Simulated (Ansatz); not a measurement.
# Single-point calculation of MoTe₂ (part 2 of 2)

MoTe₂ (P6₃/mmc, 6 atoms in the cell); DFT PBEsol+U, scalar-relativistic, plane waves, PAW, Ueff = 7 eV on Mo atom 5 d; Ueff = 7 eV on Mo atom 6 d, spin-polarised (Ansatz 0.2.0); cutoff 420 eV, 6×6×2 k-mesh, Gaussian smearing of 0.05 eV, collinear spins. The structure derives from an entry of the Crystallography Open Database. It belongs to a series of runs on one base structure; here: random orbitals: harmonics, high filling.

Geometry of the input (Å; fractional positions):
```
3.5182  0.0000  0.0000
-1.7591  3.0469  0.0000
0.0000  0.0000  13.9736
Te 0.3333  0.6667  0.6210
Te 0.6667  0.3333  0.1210
Te 0.3333  0.6667  0.8790
Te 0.6667  0.3333  0.3790
Mo 0.3333  0.6667  0.2500
Mo 0.6667  0.3333  0.7500
```

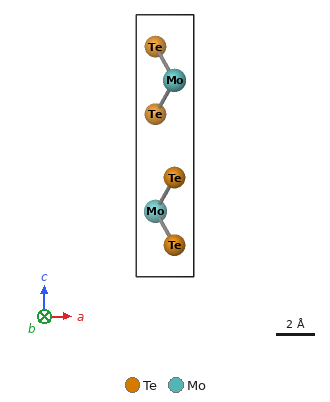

**Figure 1.** The input geometry (ball-and-stick view of the cell of the calculation, along the b axis).

The program's output, continued:
```
SCF iter  43: F=—  HF=-37387.891295 eV  |F-HF|=—  |Δ(HF+E_count)|=   8.75e-5  Δρ=5.17e-5 (↑3.17e-5 ↓5.17e-5)  dr2=5.90e-6  dr2_m=1.93e-6  M=4.722 μB ∫|m|=7.864 μB  β_m=0.32  ethr=9.30e-9  ⟨swp⟩=3.0  Hψ=5613  notcnv=0  defer=313
SCF iter  44: F=—  HF=-37387.891350 eV  |F-HF|=—  |Δ(HF+E_count)|=   5.57e-5  Δρ=2.82e-5 (↑2.03e-5 ↓2.82e-5)  dr2=7.83e-6  dr2_m=5.46e-7  M=4.722 μB ∫|m|=7.857 μB  β_m=0.83  ethr=6.41e-9  ⟨swp⟩=3.1  Hψ=5745  notcnv=0  defer=305
SCF iter  45: F=—  HF=-37387.891362 eV  |F-HF|=—  |Δ(HF+E_count)|=   1.16e-5  Δρ=2.06e-5 (↑8.03e-6 ↓2.06e-5)  dr2=7.95e-6  dr2_m=1.69e-7  M=4.722 μB ∫|m|=7.851 μB  β_m=0.91  ethr=6.41e-9  ⟨swp⟩=3.0  Hψ=5375  notcnv=0  defer=305
SCF iter  46: F=—  HF=-37387.891359 eV  |F-HF|=—  |Δ(HF+E_count)|=   3.11e-6  Δρ=1.63e-5 (↑3.64e-6 ↓1.63e-5)  dr2=1.81e-6  dr2_m=1.21e-7  M=4.722 μB ∫|m|=7.855 μB  β_m=0.93  ethr=6.41e-9  ⟨swp⟩=2.5  Hψ=5205  notcnv=0  defer=305
SCF iter  47: F=—  HF=-37387.891362 eV  |F-HF|=—  |Δ(HF+E_count)|=   2.54e-6  Δρ=1.10e-5 (↑2.17e-6 ↓1.10e-5)  dr2=7.37e-7  dr2_m=4.90e-8  M=4.722 μB ∫|m|=7.854 μB  β_m=0.96  ethr=1.97e-9  ⟨swp⟩=2.1  Hψ=4061  notcnv=0  defer=305
SCF iter  48: F=—  HF=-37387.891363 eV  |F-HF|=—  |Δ(HF+E_count)|=   1.44e-6  Δρ=5.90e-6 (↑8.49e-7 ↓5.90e-6)  dr2=3.05e-7  dr2_m=1.23e-8  M=4.722 μB ∫|m|=7.853 μB  β_m=0.98  ethr=8.02e-10  ⟨swp⟩=2.3  Hψ=5026  notcnv=0  defer=305
iter 49 met the thresholds in force, and the SCF goes on: an eigenvalue changes by 1.24 meV, over its tolerance of 0.50 meV (output.eigenvalues, Limitations)
SCF iter  49: F=-37387.891363 eV  HF=-37387.891363 eV  |F-HF|=3.23e-8  |Δ(HF+E_count)|=   3.14e-7  Δρ=3.30e-6 (↑6.52e-7 ↓3.30e-6)  dr2=7.46e-8  dr2_m=3.40e-9  M=4.722 μB ∫|m|=7.852 μB  β_m=0.99  ethr=1.09e-10  ⟨swp⟩=14.5  Hψ=21823  notcnv=0
SCF iter  50: F=-37387.891363 eV  HF=-37387.891363 eV  |F-HF|=2.79e-9  |Δ(HF+E_count)|=   1.21e-7  Δρ=6.60e-7 (↑3.65e-7 ↓6.60e-7)  dr2=4.50e-9  dr2_m=2.33e-10  M=4.722 μB ∫|m|=7.852 μB  ethr=8.11e-11  ⟨swp⟩=6.3  Hψ=17491  notcnv=0
WARN: hamiltonian.hubbard: on 2 of 4 specified blocks the occupation matrix of this SCF's result fails the test of the specified filling. At site 4 ↑ (sites count from 0 in the list of atoms of the cell that this SCF solves) the least filled combination of the orbitals specified full has occupation 0.690, and the fullest combination of the orbitals specified empty has occupation 0.939; the filling counts as kept where the first is at least 0.75 and exceeds the second by more than 0.25. The same holds at site 5 ↑. The state of this SCF's result may not hold the specified filling, though these bounds can also misjudge a state that does. This warning does not say which state is lower in energy, or whether the specified filling is a self-consistent state at all; see hamiltonian.hubbard.sites[].starting_ns, Limitations, and scf.initial_density.shell_occupations in the input reference
SCF 1 converged in 50 iterations: F = -37387.891363 eV  dr2 = 4.50e-9
  greatest PAW one-centre occupation: 0.999 electrons in one spin orbital (limit 2), on the Mo atom at site 5 (counted from 0), in its partial waves of l = 0
```

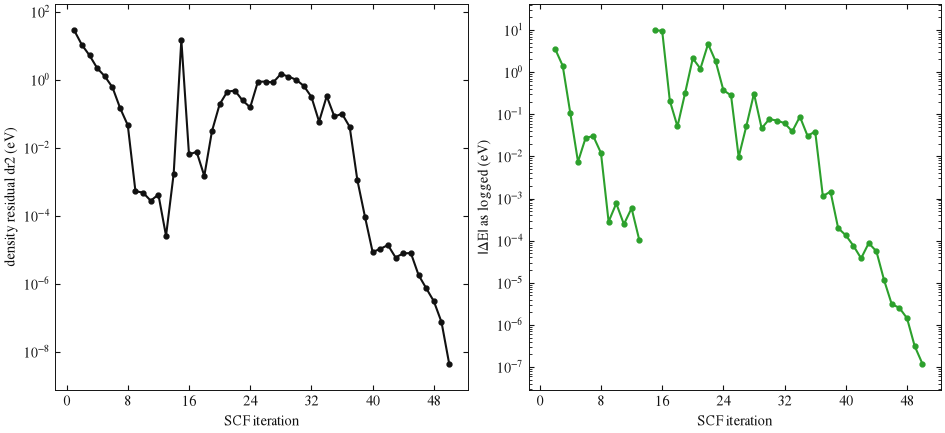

**Figure 2.** Convergence of the self-consistent field: density residual dr2 and size of the energy change against the SCF iteration. The residual falls unevenly and jumps up by a factor of two or more 7 times on the way down.

```
SCF converged after 50 iterations
an eigenvalue changed by more than its tolerance at an iteration that met the thresholds in force, so the SCF went on 1 time: the last check found none over its tolerance
Magnetization: 4.7221 μB (48.3610 up, 43.6390 down)
Absolute magnetization: 7.8655 μB (∫|ρ↑−ρ↓|, with the PAW one-centre terms)
Spin contamination: 1.1508 ħ² per cell (⟨S²⟩ above its minimum at these occupations)
Per-site moments (μB) at R_I (Å): [(-0.25762809952606264, 1.1202437071482176), (-0.25760655618323997, 1.1202437071482176), (-0.2576280995260627, 1.1202437071482176), (-0.25760655618324013, 1.1202437071482174), (2.4975873557581636, 1.1202437071482174), (2.497656464880071, 1.1202437071482176)]
Free energy (F): -37387.891363 eV
Harris-Foulkes:  -37387.891363 eV  (|F-HF|=2.79e-9)
Internal energy: -37387.889359 eV  (E = F + TS)
E sigma→0 (E₀):  -37387.890361 eV
Entropy (-TS):   -0.002005 eV (-0.334 meV/atom)
Fermi energy:    12.539846 eV
--- Per-component energies (eV) ---
  E_band       = -1152.803606
  E_kinetic    = 1627.601981
  E_local      = -7433.790154  (includes V_loc(G=0)·N_el)
  E_nonlocal   = -930.883378
  E_hartree    = 4151.401068
  E_xc         = -864.429675
  E_vxc        = -881.632893  (∫ρ·V_xc dr)
  E_hubbard    = 8.961389  (on-site DFT+U / exact-exchange correction)
  E_vhub       = -18.719174  (the Hubbard potential's part of the band-sum identity)
  E_paw        = -24632.045815  (= ΣΔE_a)
  E_vpaw       = -1818.181210  (= ΣTr[D̂ρ^β])
  E_aug_tail   = -0.000610  (compensation charges beyond the density's cutoff)
  E_ewald      = -9316.622022
  E_core_change = 1.917859  (= ΣΔE_core)
  E_smearing   = -0.002005  (= −TS)
  E_closure    = -0.000000  (closes the sum)
  Σ components = -37387.891363   (vs F -37387.891363, Δ=0.00e0)
--- Specified on-site occupations, and those of the state reported ---
  electrons in the specified blocks: 4.2000 specified, 10.4691 found
  site 5 (l=d) ↑: largest change of an orbital's occupation 0.9484; electrons 2.0000 specified, 4.2274 found; spectral distance 1.3208
  site 4 (l=d) ↑: largest change of an orbital's occupation 0.9190; electrons 2.0000 specified, 4.2273 found; spectral distance 1.3208
  site 4 (l=d) ↓: largest change of an orbital's occupation 0.3517; electrons 0.1000 specified, 1.0072 found; spectral distance 0.5112
  site 5 (l=d) ↓: largest change of an orbital's occupation 0.3516; electrons 0.1000 specified, 1.0072 found; spectral distance 0.5112
--- Forces (eV/Å), atoms counted from 1 ---
  atom   1  Te     0.00000000    -0.00005742    -1.83421925
  atom   2  Te    -0.00000000    -0.00007406    -1.83416588
  atom   3  Te     0.00000000    -0.00005742     1.83421925
  atom   4  Te    -0.00000000    -0.00007406     1.83416588
  atom   5  Mo     0.00000000     0.00013541     0.00000000
  atom   6  Mo    -0.00000000     0.00009937     0.00000000
  max |Σ_I F_I| component: 2.82e-5 eV/Å
--- Stress (GPa, compression-positive) ---
       14.425083       0.000000      -0.000000
        0.000000      14.425081      -0.000000
       -0.000000      -0.000000      15.021151
  P = ⅓ Tr σ = 14.6238 GPa (146.238 kbar)
--- Band table (eV; the first three rows and the last of 52) ---
  k-point 0 ↑: bands = ["-48.6138", "-48.6130", "-24.1576", "-24.1576", "-24.1572", "-24.1572", "-24.1372", "-24.1372", "-24.1369", "-24.1369", "-24.1003", "-24.1003", "-24.0987", "-24.0987", "-24.0859", "-24.0859", "-24.0845", "-24.0844", "-24.0820", "-24.0809", "-24.0690", "-24.0676", "-22.8854", "-22.8853", "-22.8362", "-22.8362", "-22.8361", "-22.8361", "-0.6920", "-0.3941", "0.3030", "0.7873", "5.0251", "5.4625", "7.1648", "7.1648", "7.1677", "7.1677", "8.7771", "9.3177", "9.8000", "9.8001", "9.8142", "9.8142", "10.5434", "12.1105", "15.1192", "15.1192", "15.1411", "15.1411", "15.2693", "15.2693", "15.3909", "15.3909", "17.4963", "17.9988", "19.2802", "19.9683"]
  k-point 1 ↑: bands = ["-48.6134", "-48.6133", "-24.1574", "-24.1574", "-24.1574", "-24.1574", "-24.1371", "-24.1371", "-24.1371", "-24.1371", "-24.0995", "-24.0995", "-24.0995", "-24.0995", "-24.0851", "-24.0851", "-24.0851", "-24.0851", "-24.0815", "-24.0815", "-24.0683", "-24.0683", "-22.8854", "-22.8853", "-22.8362", "-22.8362", "-22.8361", "-22.8361", "-0.5714", "-0.5714", "0.5688", "0.5688", "5.2473", "5.2473", "7.1662", "7.1662", "7.1663", "7.1663", "8.9559", "8.9560", "9.8070", "9.8071", "9.8071", "9.8074", "11.3792", "11.3793", "15.1246", "15.1246", "15.1246", "15.1246", "15.3353", "15.3353", "15.3353", "15.3353", "17.8389", "17.8390", "20.0888", "20.0888"]
  k-point 2 ↑: bands = ["-48.6094", "-48.6090", "-24.1541", "-24.1537", "-24.1526", "-24.1523", "-24.1447", "-24.1443", "-24.1318", "-24.1315", "-24.1018", "-24.1016", "-24.1010", "-24.1000", "-24.0937", "-24.0924", "-24.0866", "-24.0850", "-24.0786", "-24.0781", "-24.0659", "-24.0648", "-22.8763", "-22.8762", "-22.8636", "-22.8635", "-22.8430", "-22.8429", "-0.3210", "-0.0301", "0.5182", "0.9623", "5.4230", "5.8222", "6.8341", "6.8396", "7.5857", "7.5914", "8.5299", "8.8589", "9.2116", "9.4718", "9.4969", "10.2552", "10.6476", "12.1736", "13.3088", "13.5266", "13.8895", "14.1499", "14.2606", "14.6030", "15.1571", "15.5062", "18.4045", "19.1063", "19.5319", "20.0465"]
  k-point 25 ↓: bands = ["-46.8365", "-46.8364", "-24.2108", "-24.2108", "-24.1989", "-24.1989", "-24.1890", "-24.1890", "-24.1868", "-24.1868", "-24.1615", "-24.1615", "-24.1596", "-24.1596", "-24.1523", "-24.1523", "-24.1477", "-24.1477", "-24.1276", "-24.1276", "-24.1170", "-24.1170", "-21.0738", "-21.0738", "-20.9512", "-20.9512", "-20.8678", "-20.8678", "1.4329", "1.4329", "1.8008", "1.8009", "7.5533", "7.5533", "7.9488", "7.9488", "9.3479", "9.3479", "10.0722", "10.0722", "10.3950", "10.3950", "11.0370", "11.0370", "14.8949", "14.8949", "15.6730", "15.6734", "16.6735", "16.6735", "17.2856", "17.2857", "17.8977", "17.8977", "18.2504", "18.2504", "19.4795", "19.4795"]
Occupation matrices written to [file]
--- Löwdin populations: 6 sites ---
  site symbol       q [e]    m [muB]
     0     Te     15.9980    -0.4780
     1     Te     15.9980    -0.4780
     2     Te     15.9980    -0.4780
     3     Te     15.9980    -0.4780
     4     Mo     13.8185     3.2851
     5     Mo     13.8185     3.2852
  spilling = 0.004031 (of n_electrons = 92.000000)
--- Occupation matrices: 2 shells (run DFT+U table (all-electron-ortho-atomic); ε = 2.71e-3) ---
  Mo4 d_4D: site group D3h (-6m2)
  Mo4 d_4D up     Tr n = 4.2273  λ = 0.690 0.690 0.939 0.939 0.968  [2× xz 0.50 E''(1.00) | 2× x2-y2 0.50 E'(1.00) | z2 1.00 A1'(1.00)]
  Mo4 d_4D dn     Tr n = 1.0072  λ = 0.078 0.093 0.093 0.372 0.372  [z2 1.00 A1'(1.00) | 2× x2-y2 0.50 E'(1.00) | 2× xz 0.50 E''(1.00)]
  specified occupation → Mo4 d_4D up: matrix, ‖Δ‖_F = 1.4889, Tr Δ = -2.2273, displaced = 1.3948, d_λ = 1.3208; orbital distance = 1.2247
  specified occupation → Mo4 d_4D dn: matrix, ‖Δ‖_F = 0.5112, Tr Δ = -0.9072, displaced = 0.4536, d_λ = 0.5112; orbital distance = 0.0000
  Mo5 d_4D: site group D3h (-6m2)
  Mo5 d_4D up     Tr n = 4.2274  λ = 0.690 0.690 0.939 0.939 0.968  [2× xz 0.50 E''(1.00) | 2× x2-y2 0.50 E'(1.00) | z2 1.00 A1'(1.00)]
  Mo5 d_4D dn     Tr n = 1.0072  λ = 0.078 0.093 0.093 0.372 0.372  [z2 1.00 A1'(1.00) | 2× x2-y2 0.50 E'(1.00) | 2× xz 0.50 E''(1.00)]
  specified occupation → Mo5 d_4D up: matrix, ‖Δ‖_F = 1.5075, Tr Δ = -2.2274, displaced = 1.4242, d_λ = 1.3208; orbital distance = 1.5811
  specified occupation → Mo5 d_4D dn: matrix, ‖Δ‖_F = 0.5112, Tr Δ = -0.9072, displaced = 0.4536, d_λ = 0.5112; orbital distance = 0.0000
  Tr n, λ and their labels are of the run-group-symmetrised matrices; stabiliser: 24 of 48 elements of G0×{1,Θ} (closed), max defect 7.8e-5 at τ = 5.7e-4
```

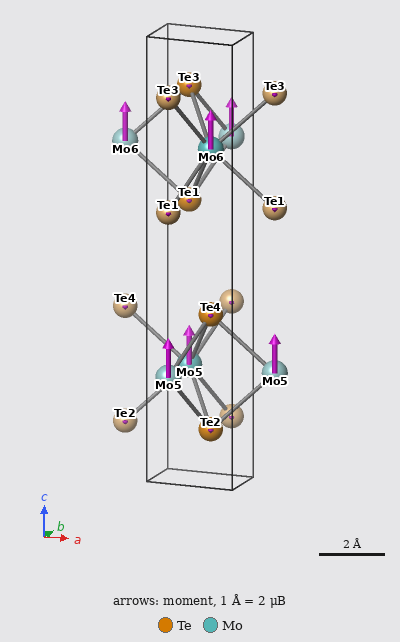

**Figure 3.** Magnetic moments of the sites as pink arrows (ball-and-stick view of the cell of the calculation, seen slightly off an axis; neighbours outside the cell are drawn fainter; atoms are numbered from 1 in the order of the input); small moments hardly show. The run is collinear, so the axis drawn is arbitrary. Site moments: Mo5, Mo6 (2.50 μB); all 4 Te atoms (−0.26 μB). They are counted near the atoms and needn't add up to the moment of the cell.

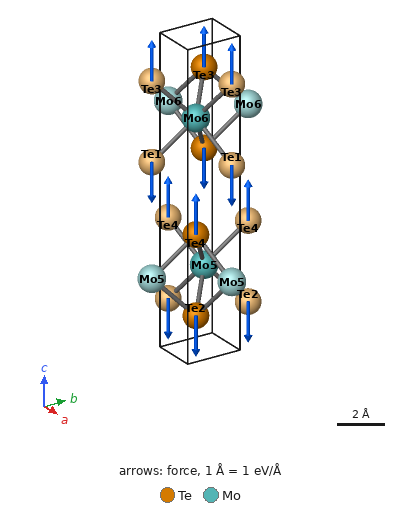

**Figure 4.** Forces on the atoms as blue arrows (ball-and-stick view of the cell of the calculation, seen slightly off an axis; neighbours outside the cell are drawn fainter; atoms are numbered from 1 in the order of the input). The largest act on all 4 Te atoms (1.83 eV/Å). The geometry is not a stationary point of this energy.

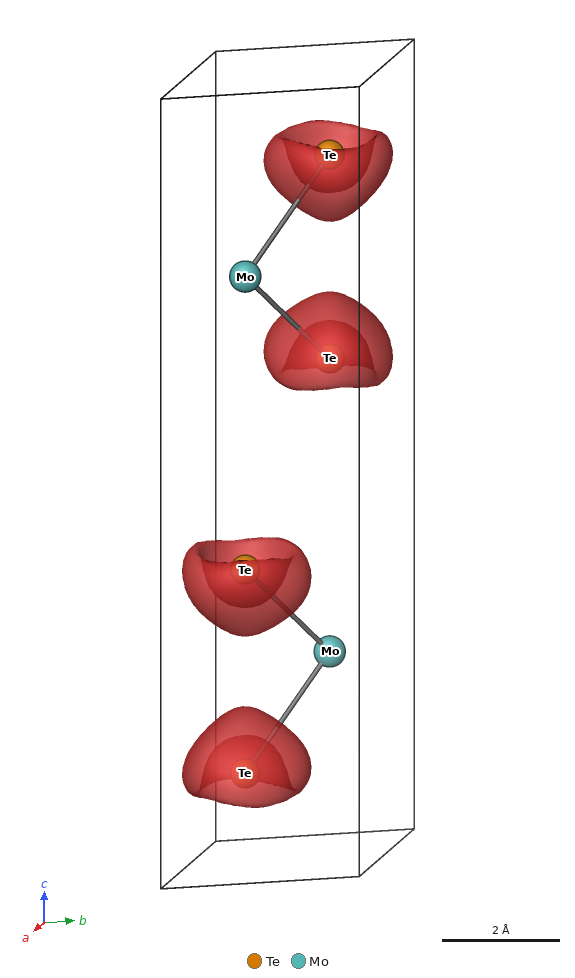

**Figure 5.** Isosurfaces of the magnetisation density (up minus down) at +0.04 (green) and −0.04 e/Å³ (red), seen slightly off an axis. Sticks mark near contacts. The outline is the cell set on symmetry axes. The cell of the calculation (6 atoms) carries 4.7 μB net. Core electrons are frozen (PAW), so the fields are smoothed inside the atomic spheres.

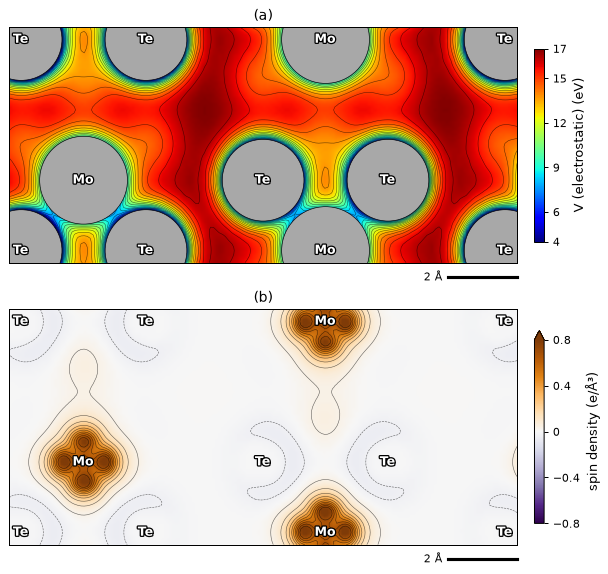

**Figure 6.** (a) electrostatic potential (local pseudopotential plus Hartree) felt by an electron; (b) spin density on the (110) plane of the conventional cell. Grey discs, where drawn, cover atomic cores. The plane passes through Te and Mo nuclei. The cell of the calculation (6 atoms) carries 4.7 μB net. Outside the cores the potential energy rises away from the atoms and is highest about 2.6 Å from the nearest atoms; outside the discs it spans about 12 eV, and its zero is arbitrary.
